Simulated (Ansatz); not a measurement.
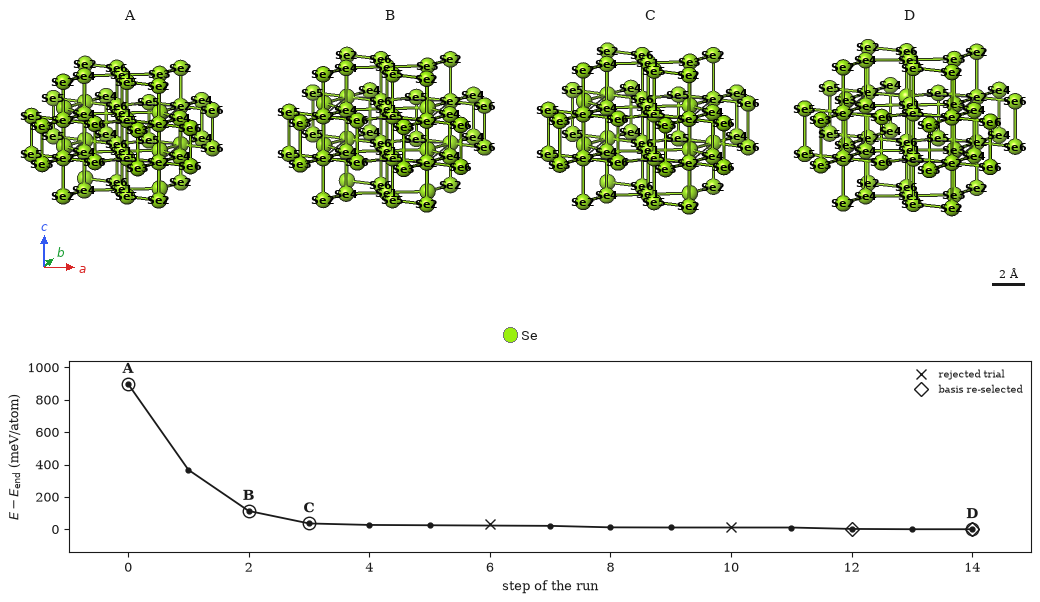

Frames of a relaxation of solid Se (a generated structure, set up in P4/mbm) (coarse preliminary run), marked on the history of the run. The picture is a ball-and-stick view of the cell of the calculation, seen slightly off an axis.

Theory: DFT PBE, scalar-relativistic, plane waves, PAW in Ansatz 0.2.0.

The input:
```yaml
crystal:
  lattice:
    - [6.32152423, 0.0, 0.0]
    - [0.0, 6.32152423, 0.0]
    - [0.0, 0.0, 2.50539978]
  atoms:
    - { symbol: Se, position: [0.5, 0.5, 0.0] }
    - { symbol: Se, position: [0.0, 0.0, 0.0] }
    - { symbol: Se, position: [0.86317998, 0.63682002, 0.0] }
    - { symbol: Se, position: [0.13682002, 0.36317998, 0.0] }
    - { symbol: Se, position: [0.63682002, 0.13682002, 0.0] }
    - { symbol: Se, position: [0.36317998, 0.86317998, 0.0] }
basis:
  ecutwfc: 420
kpoints:
  mp_grid: { grid: [4, 4, 6] }
hamiltonian:
  xc: pbe
scf:
  occupations: { method: gaussian, width: 0.1 }
  lower_state_search: "off"
output:
  forces: true
  stress: true
  eigenvalues: true
relax:
  adjacent_minimum: "off"
  f_tol: 0.04
  max_steps: 70
  cell: { stress_tol: 0.4 }
```

Run as
```bash
ansatz run input.yaml --threads 1 --pin off --max-ram 2560MiB --backend cpu --events-out ev --progress --plain --runs-dir out
```

Question: What happens along the run?

Answer: The largest moves relative to the cell, 0.18 Å, are those of Se3, Se4, Se5 and Se6. Se6 goes along [1 1 0]. Cell: a = b 6.322 → 7.185 Å (+13.7 %), c 2.505 → 2.975 Å (+18.7 %). Volume +53.4 %. Among the contacts that change: Se1–Se1 2.505 → 2.975 Å, Se1–Se3 2.453 → 2.869 Å, Se3–Se4 2.446 → 2.413 Å. Bond angles that change, for instance: Se1–Se3–Se2 131.3° → 124.6°, Se1–Se3–Se4 114.4° → 117.7°. The space group stays P4/mbm (No. 127). The energy falls by 898 meV per atom in 10 accepted moves (14 points after the start). The largest force component goes from 0.42 to 0.015 eV/Å. The pressure goes from 48.78 to 0.12 GPa. The line search rejected the trial steps at points 6, 10 of the run. At 2 points the geometry stayed and the basis and grid were re-selected for the new cell (energy shift of 8.7 meV per atom at most each time). Cost: 2.8 min on 1 thread of Arm Neoverse V1 (shared host), peak memory 0.46 GiB. From step 0 to 2: Se atoms move most (0.02 Å), volume +28.8 %, energy −785 meV per atom. From step 2 to 3: volume +9.2 %, energy −77.2 meV per atom. From step 3 to 14: Se atoms move most (0.21 Å), volume +9.0 %, energy −35.8 meV per atom.

```
step  E − E(0), meV/atom  largest force component, eV/Å  pressure, GPa  volume, Å³/atom                      note
   0                0.00                         0.4156          48.78           16.687                          
   1             -530.47                         0.1808          24.43           19.060                          
   2             -784.57                         0.0354           9.79           21.494                          
   3             -861.77                         0.0791           2.31           23.481                          
   4             -871.04                         0.0984          -0.49           24.570                          
   5             -873.03                         0.1090          -0.49           24.625                          
   6             -863.19                         0.8123           1.91           25.443                  rejected
   7             -876.72                         0.1275          -0.32           24.688                          
   8             -885.95                         0.0020           0.51           25.056                          
   9             -886.83                         0.0480          -0.02           25.327                          
  10             -885.78                         0.0927          -0.44           25.217                  rejected
  11             -887.00                         0.0125           0.30           25.108                          
  12             -895.71                         0.0112           1.07           25.108  same geometry, new basis
  13             -897.53                         0.0146           0.12           25.598                          
  14             -897.56                         0.0146           0.12           25.598  same geometry, new basis
```

Limits of the set-up: the k-point mesh is coarse for a cell with partly filled bands.
